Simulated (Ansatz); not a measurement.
**Al started in the second kind of void in wurtzite AlN, 17 atoms, charge +3**

Which settings matter for this cell? A base run comes first, then runs with one to three settings changed.

Method: density functional theory in Ansatz 0.2.0, PAW datasets, plane waves.

## Step 1: Starting point

17 atoms (9 Al, 8 N); a = 6.228 Å, b = 5.393 Å, c = 4.984 Å, α = 90.00°, β = 90.00°, γ = 90.00°. All atoms were shaken off their sites by about 0.07 Å along each axis. Defect site 1: (0.500, 0.151, 0.688).

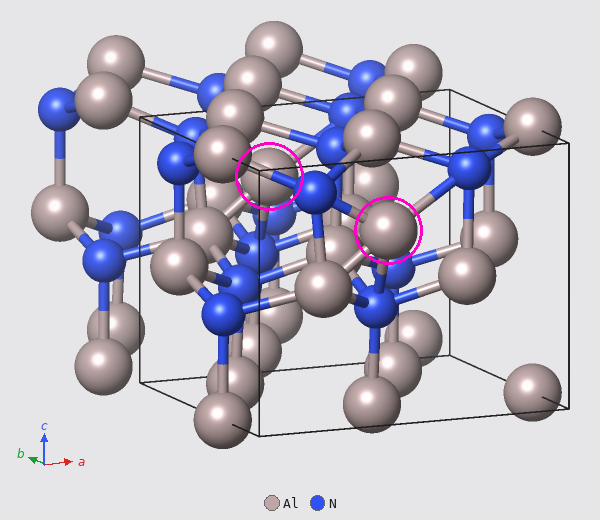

Start, viewed slightly off an axis; aluminium light grey, nitrogen blue. Rings mark the defect. 1×2×1 cells are drawn. Atoms on faces are repeated.

As a file:

```
Al N
1.0
     6.22763    0.00000    0.00000
     0.00000    5.39329    0.00000
     0.00000    0.00000    4.98353
Al N
9 8
Cartesian
  1.6533 0.8088 2.4821
  0.0001 3.6128 2.5171
  4.5477 0.8245 2.4843
  3.1078 3.5669 2.5145
  0.0388 1.7317 4.9664
  3.0935 1.8578 0.0037
  1.5555 4.5858 0.0043
  4.7156 4.5581 0.0174
  2.9442 0.7697 3.4760
  0.0659 1.7585 1.9571
  3.0883 1.6614 1.8690
  1.5929 4.4593 1.8527
  4.7270 4.5608 1.9338
  1.5260 0.9108 4.2764
  6.2071 3.5712 4.4582
  4.6404 0.9322 4.4717
  3.1591 3.5401 4.4769
```

## Step 2: PBEsol on the given atoms

in.yaml reads:

```yaml
crystal:
  lattice:
    - [6.227632, 0.000000, 0.000000]
    - [0.000000, 5.393287, 0.000000]
    - [0.000000, 0.000000, 4.983529]
  atoms:
    - { symbol: Al, position: [0.265484, 0.149972, 0.498055] }
    - { symbol: Al, position: [0.000011, 0.669876, 0.505075] }
    - { symbol: Al, position: [0.730239, 0.152883, 0.498505] }
    - { symbol: Al, position: [0.499026, 0.661368, 0.504556] }
    - { symbol: Al, position: [0.006232, 0.321088, 0.996556] }
    - { symbol: Al, position: [0.496738, 0.344460, 0.000743] }
    - { symbol: Al, position: [0.249772, 0.850273, 0.000865] }
    - { symbol: Al, position: [0.757213, 0.845144, 0.003488] }
    - { symbol: Al, position: [0.472759, 0.142706, 0.697488] }
    - { symbol: N, position: [0.010581, 0.326058, 0.392715] }
    - { symbol: N, position: [0.495896, 0.308048, 0.375042] }
    - { symbol: N, position: [0.255784, 0.826821, 0.371757] }
    - { symbol: N, position: [0.759035, 0.845643, 0.388034] }
    - { symbol: N, position: [0.245037, 0.168877, 0.858110] }
    - { symbol: N, position: [0.996698, 0.662150, 0.894591] }
    - { symbol: N, position: [0.745127, 0.172836, 0.897288] }
    - { symbol: N, position: [0.507275, 0.656386, 0.898334] }
kpoints:
  mp_grid: { grid: [2, 2, 2], shift: [0.5, 0.5, 0.5] }
hamiltonian:
  xc: pbesol
total_charge: 3
scf:
  occupations: { method: fermi_dirac, width: 0.01 }
output:
  forces: true
  eigenvalues: true
  populations: true
  charged_corrections: { epsilon: 8.5 }
```

Command:

```console
$ ansatz run in.yaml --threads 8 --pin off --max-ram 13300MiB --runs-dir r --events-out ev --progress --plain
```

The base run's log is left out here. Its report gave:

| item | value |
| --- | --- |
| plane waves | 3267 |
| k points | 4 |
| bands | 49 |
| electrons | 64 |
| SCF iterations | 8 |
| free energy (eV) | -7782.9187 |
| E at zero smearing (eV) | -7782.9187 |
| Fermi energy (eV) | 9.179 |
| largest force (eV/Å) | 28.354 on atom 1 |
| monopole term (eV) | 3.873 |

Run time: 1.2 s. Hardware: 8 threads of Arm Neoverse-V1, shared host; peak memory 0.44 GiB.

At a 2×2×2 mesh the filled levels end at 8.158 eV and the empty ones begin at 10.198 eV, a spacing of 2.04 eV.

## Step 3: Run again with k points 3×3×3

Changes to in.yaml since step 2:

```diff
@@ -24,3 +24,3 @@
 kpoints:
-  mp_grid: { grid: [2, 2, 2], shift: [0.5, 0.5, 0.5] }
+  mp_grid: { grid: [3, 3, 3] }
 hamiltonian:
@@ -30,2 +30,3 @@
   occupations: { method: fermi_dirac, width: 0.01 }
+  max_iter: 70
 output:
@@ -33,3 +34,2 @@
   eigenvalues: true
-  populations: true
-  charged_corrections: { epsilon: 8.5 }
+  stress: true
```

Command:

```console
$ ansatz run in.yaml --threads 8 --pin off --max-ram 13300MiB --runs-dir r --events-out ev --progress --plain
```

Standard output (excerpt; [...] marks lines left out):

```text
Pseudopotentials: kind: paw
Functional definition: PBEsol
[...]
Crystal: 17 atoms, lattice volume = 167.384 Å³
Basis set: ecut = 420 eV, 3267 PW (Γ), exchange–correlation on 90×80×72 points (8 copies of the dense FFT grid, shifted against one another)
Bands: 49, of which v1, the nominal top of the filled ones, is band 32 counted from 1 (31 counted from 0)
Symmetry: 1 space group operations
Space group: P1 (ITA 1), of the structure as read, at distance tolerance 5.5e-5 Å
k-points: 14 of 27 (time reversal used)
[...]
SCF iter   1: F=—  HF=-7785.531410 eV  |F-HF|=—  |Δ(HF+E_count)|=         —  Δρ=6.43e-2  dr2=9.59e0  ethr=1.77e-3  ⟨swp⟩=6.9  Hψ=3448  notcnv=0  defer=61
[...]
SCF iter   8: F=-7782.836190 eV  HF=-7782.836190 eV  |F-HF|=1.90e-8  |Δ(HF+E_count)|=   1.04e-7  Δρ=3.47e-6  dr2=2.84e-8  ethr=1.56e-10  ⟨swp⟩=12.0  Hψ=2721  notcnv=0
[...]
SCF converged after 8 iterations
Free energy (F): -7782.836190 eV
[...]
E sigma→0 (E₀):  -7782.836190 eV
Fermi energy:    9.094207 eV
[...]
--- Forces (eV/Å), atoms counted from 1 ---
  atom   1  Al   -23.28224408     1.04998392   -16.20205542
  atom   2  Al     0.19356998    -1.22010692     0.21033234
  atom   3  Al    15.06629528     2.11486302    -6.19366938
  atom   4  Al     0.98721355     0.24459608    -0.62557707
  atom   5  Al    -1.28440523     3.38039834     1.90639111
  atom   6  Al     1.03912906     6.87042691    10.98095506
  atom   7  Al    -1.31925637    -4.49415229     0.74638888
  atom   8  Al     0.53334459    -3.02610250     1.08961943
[...]
--- Stress (GPa, compression-positive) ---
       59.149983      -2.111068       4.290557
       -2.111044      33.129797       7.322096
        4.290562       7.322109      52.407553
  P = ⅓ Tr σ = 48.2291 GPa (482.291 kbar)
--- Band table (eV; the first three rows and the last of 14) ---
[...]
```

Wall time 2.1 s (8 threads of Arm Neoverse-V1, shared host); peak memory 0.59 GiB.

Change from the base: energy +4.9 meV/atom; forces by 0.018 eV/Å rms; frontier spacing 1.58 eV (base 2.04).

## Step 4: Run again with mixer anderson

Changes to in.yaml since step 3:

```diff
@@ -24,3 +24,3 @@
 kpoints:
-  mp_grid: { grid: [3, 3, 3] }
+  mp_grid: { grid: [2, 2, 2], shift: [0.5, 0.5, 0.5] }
 hamiltonian:
@@ -30,3 +30,4 @@
   occupations: { method: fermi_dirac, width: 0.01 }
-  max_iter: 70
+  max_iter: 60
+  mixing: { algorithm: anderson }
 output:
@@ -35 +36,5 @@
   stress: true
+  write_density: true
+  write_potential: true
+  elf: true
+  volumetric_format: npy
```

Command:

```console
$ ansatz run in.yaml --threads 8 --pin off --max-ram 13300MiB --runs-dir r --events-out ev --progress --plain
```

Standard output (excerpt; [...] marks lines left out):

```text
[... 2 set-up lines as earlier in the session ...]
[...]
Crystal: 17 atoms, lattice volume = 167.384 Å³
Basis set: ecut = 420 eV, 3267 PW (Γ), exchange–correlation on 90×80×72 points (8 copies of the dense FFT grid, shifted against one another)
Bands: 49, of which v1, the nominal top of the filled ones, is band 32 counted from 1 (31 counted from 0)
[... 2 set-up lines as earlier in the session ...]
k-points: 4 of 8 (time reversal used)
[...]
SCF iter   1: F=—  HF=-7785.581902 eV  |F-HF|=—  |Δ(HF+E_count)|=         —  Δρ=6.40e-2  dr2=9.51e0  ethr=1.77e-3  ⟨swp⟩=6.5  Hψ=957  notcnv=0  defer=23
[...]
SCF iter   9: F=-7782.918711 eV  HF=-7782.918711 eV  |F-HF|=3.70e-9  |Δ(HF+E_count)|=   1.28e-7  Δρ=8.03e-6  dr2=7.93e-8  ethr=1.56e-10  ⟨swp⟩=20.0  Hψ=1832  notcnv=0
[...]
SCF converged after 9 iterations
[...]
Free energy (F): -7782.918711 eV
[...]
E sigma→0 (E₀):  -7782.918711 eV
Fermi energy:    9.178661 eV
[...]
--- Forces (eV/Å), atoms counted from 1 ---
  atom   1  Al   -23.25021035     1.03009847   -16.19575882
  atom   2  Al     0.19049195    -1.21172445     0.22289471
  atom   3  Al    15.03692692     2.10624470    -6.18349697
  atom   4  Al     0.98917767     0.23599015    -0.61444810
  atom   5  Al    -1.27846991     3.36163058     1.91486034
  atom   6  Al     1.03094391     6.86473079    10.98758674
  atom   7  Al    -1.31207997    -4.48277216     0.75333134
  atom   8  Al     0.52944769    -3.01354818     1.10125902
[...]
--- Stress (GPa, compression-positive) ---
       59.040547      -2.127144       4.309532
       -2.127120      33.259027       7.322814
        4.309540       7.322826      52.532333
  P = ⅓ Tr σ = 48.2773 GPa (482.773 kbar)
--- Band table (eV) ---
[...]
```

Wall time 1.3 s (8 threads of Arm Neoverse-V1, shared host); peak memory 0.43 GiB.

Compared with the base run, energy 0.0 meV/atom; forces by 0.000 eV/Å rms; frontier spacing 2.04 eV (base 2.04).

## Step 5: Variant: charge changed by -2

Changes to in.yaml since step 4:

```diff
@@ -27,7 +27,6 @@
   xc: pbesol
-total_charge: 3
+total_charge: 1
 scf:
   occupations: { method: fermi_dirac, width: 0.01 }
-  max_iter: 60
-  mixing: { algorithm: anderson }
+  max_iter: 50
 output:
@@ -36,5 +35 @@
   stress: true
-  write_density: true
-  write_potential: true
-  elf: true
-  volumetric_format: npy
```

Command:

```console
$ ansatz run in.yaml --threads 8 --pin off --max-ram 13300MiB --runs-dir r --events-out ev --progress --plain
```

Standard output (excerpt; [...] marks lines left out):

```text
[... 2 set-up lines as earlier in the session ...]
[...]
Crystal: 17 atoms, lattice volume = 167.384 Å³
Basis set: ecut = 420 eV, 3267 PW (Γ), exchange–correlation on 90×80×72 points (8 copies of the dense FFT grid, shifted against one another)
Bands: 50, of which v1, the nominal top of the filled ones, is band 33 counted from 1 (32 counted from 0)
[... 2 set-up lines as earlier in the session ...]
k-points: 4 of 8 (time reversal used)
[...]
SCF iter   1: F=—  HF=-7761.479425 eV  |F-HF|=—  |Δ(HF+E_count)|=         —  Δρ=2.29e-2  dr2=1.40e0  ethr=1.77e-3  ⟨swp⟩=7.0  Hψ=1015  notcnv=0  defer=16
[...]
SCF iter   8: F=-7761.131054 eV  HF=-7761.131054 eV  |F-HF|=3.53e-8  |Δ(HF+E_count)|=   1.75e-7  Δρ=5.36e-6  dr2=7.08e-8  ethr=1.52e-10  ⟨swp⟩=10.8  Hψ=897  notcnv=0
[...]
SCF converged after 8 iterations
Free energy (F): -7761.131054 eV
[...]
E sigma→0 (E₀):  -7761.131053 eV
Entropy (-TS):   -0.000001 eV (-0.000 meV/atom)
Fermi energy:    11.580457 eV
[...]
--- Forces (eV/Å), atoms counted from 1 ---
  atom   1  Al   -20.06931208    -0.90415004   -14.85227415
  atom   2  Al     0.33166390    -0.58555324    -0.37119508
  atom   3  Al    11.81312589     0.28532158    -4.88464116
  atom   4  Al     0.78913529     2.23269742     0.15455222
  atom   5  Al    -1.21109260     2.93704994     1.58844294
  atom   6  Al     1.00736971     6.30437408    10.53716296
  atom   7  Al    -0.40387852    -3.95720272     0.59388059
  atom   8  Al    -0.17224102    -2.48949337     0.98331053
[...]
--- Stress (GPa, compression-positive) ---
       49.972129      -2.230557       5.561382
       -2.230552      26.509122       9.623415
        5.561395       9.623411      46.488932
  P = ⅓ Tr σ = 40.9901 GPa (409.901 kbar)
--- Band table (eV) ---
[...]
```

Wall time 0.9 s (8 threads of Arm Neoverse-V1, shared host); peak memory 0.43 GiB.

Against the first run: forces by 1.308 eV/Å rms; frontier spacing 0.25 eV (base 2.04). Total energies of different functionals, charges or dispersion terms don't compare.

## Step 6: Changed settings: at most 4 cycles

Changes to in.yaml since step 5:

```diff
@@ -27,6 +27,6 @@
   xc: pbesol
-total_charge: 1
+total_charge: 3
 scf:
   occupations: { method: fermi_dirac, width: 0.01 }
-  max_iter: 50
+  max_iter: 4
 output:
@@ -35 +35,5 @@
   stress: true
+  write_density: true
+  write_potential: true
+  elf: true
+  volumetric_format: npy
```

Command:

```console
$ ansatz run in.yaml --threads 8 --pin off --max-ram 13300MiB --runs-dir r --events-out ev --progress --plain
```

Standard output:

```text
[... 2 set-up lines as earlier in the session ...]
  exchange = pbesol_x
  correlation = pbesol_c
Crystal: 17 atoms, lattice volume = 167.384 Å³
Basis set: ecut = 420 eV, 3267 PW (Γ), exchange–correlation on 90×80×72 points (8 copies of the dense FFT grid, shifted against one another)
Bands: 49, of which v1, the nominal top of the filled ones, is band 32 counted from 1 (31 counted from 0)
[... 2 set-up lines as earlier in the session ...]
k-points: 4 of 8 (time reversal used)
Non-local potential: Al, projectors of the file, l = 0: 2, l = 1: 2, l = 2: 1
Non-local potential: N, projectors of the file, l = 0: 2, l = 1: 2, l = 2: 1
PAW form: soft (Blöchl's): semilocal exchange-correlation on the pseudo side does not see the compensation charge
PAW frozen core: Al, regenerated for the run's functional, and the local potential with it (the file was generated under x = pbe(κ = 0.804, μ = 0.2195149727645171), c = pbe(β = 0.06672455060314922))
PAW frozen core: N, regenerated for the run's functional, and the local potential with it (the file was generated under x = pbe(κ = 0.804, μ = 0.2195149727645171), c = pbe(β = 0.06672455060314922))
PAW one-centre angular grid: Al, 110 points (default); XC on 64 Gauss nodes
PAW one-centre angular grid: N, 110 points (default); XC on 64 Gauss nodes
Initial density: superposition of atomic densities (neutral atoms scaled as one to the charged cell's electrons: chi_scale 0, normalization atom), corrected by the library's trained network
Initial wavefunctions: pseudopotential atomic-orbital guess
Functional: x = pbesol(κ = 0.804, μ = 0.12345679012345678), c = pbesol(β = 0.046)
SCF iter   1: F=—  HF=-7785.581902 eV  |F-HF|=—  |Δ(HF+E_count)|=         —  Δρ=6.40e-2  dr2=9.51e0  ethr=1.77e-3  ⟨swp⟩=6.5  Hψ=957  notcnv=0  defer=23
preconditioner: auto → Resta (q_TF=auto, 2.324 Å⁻¹)  ε∞=4.0  [insulator: Δε(μ)=3.753 eV  Ē_g=13.316 eV  σ=0.010 eV  W_gap=1.00  n_scr=28 (ndim 8)  ℏωp=23.0 eV  f_vac=0.000  D(μ)=0.00/eV (n_scr^D=0)  ε∞_Penn≈4.0]
SCF iter   2: F=—  HF=-7783.050276 eV  |F-HF|=—  |Δ(HF+E_count)|=    2.53e0  Δρ=1.72e-2  dr2=4.45e-1  ethr=1.77e-3  ⟨swp⟩=13.0  Hψ=1899  notcnv=0
SCF iter   3: F=—  HF=-7782.955474 eV  |F-HF|=—  |Δ(HF+E_count)|=   9.48e-2  Δρ=8.90e-3  dr2=1.30e-1  ethr=6.96e-4  ⟨swp⟩=9.0  Hψ=1330  notcnv=0
SCF iter   4: F=—  HF=-7782.918928 eV  |F-HF|=—  |Δ(HF+E_count)|=   3.65e-2  Δρ=9.77e-4  dr2=1.79e-3  ethr=2.03e-4  ⟨swp⟩=9.0  Hψ=1324  notcnv=0
Error: did not converge after 4 iterations: dr2 = 1.79e-3 (threshold 1.00e-7), under the density mixer `msr1`, which `scf.mixing.algorithm: auto` chose by the deck's other keys (type `scf.mixing.algorithm: msr1` to keep it); raise `scf.max_iter`, which need not help a stalled SCF, or adjust the mixing (`scf.mixing`) or, under a smearing, its width (`scf.occupations.width`, in either direction: ano [...]
```

Wall time 1.1 s (8 threads of Arm Neoverse-V1, shared host).

No self-consistency after 4 cycles. The density residual dr2 fell from 9.51 to 0.00179 eV (threshold 1.0e-7) and was still falling. Its numbers are not properties of the system.

The suspect setting: scf.max_iter is 4. The cap on SCF cycles is too low for this system: the loop was cut off before the input and output densities agreed.

Remedy: delete scf.max_iter (the default then holds).

## Step 7: Results

| settings | status | cycles | time | energy from base (meV/atom) | forces from base (eV/Å rms) | filled to empty level on the mesh (eV) |
| --- | --- | --- | --- | --- | --- | --- |
| base | converged | 8 | 1.2 s (8 CPU threads) | 0 | 0 | 2.04 |
| k points 3×3×3 | converged | 8 | 2.1 s (8 CPU threads) | +4.9 | 0.018 | 1.58 |
| mixer anderson | converged | 9 | 1.3 s (8 CPU threads) | 0.0 | 0.000 | 2.04 |
| charge changed by -2 | converged | 8 | 0.9 s (8 CPU threads) | - | 1.308 | 0.25 |
| at most 4 cycles | not converged | - | 1.1 s (8 CPU threads) | - | - | - |

**What this shows.** Among these variants the forces move most with charge changed by -2 (1.308 eV/Å rms) and least with mixer anderson (0.000). 1 of 4 variants gave no result: at most 4 cycles (not converged).
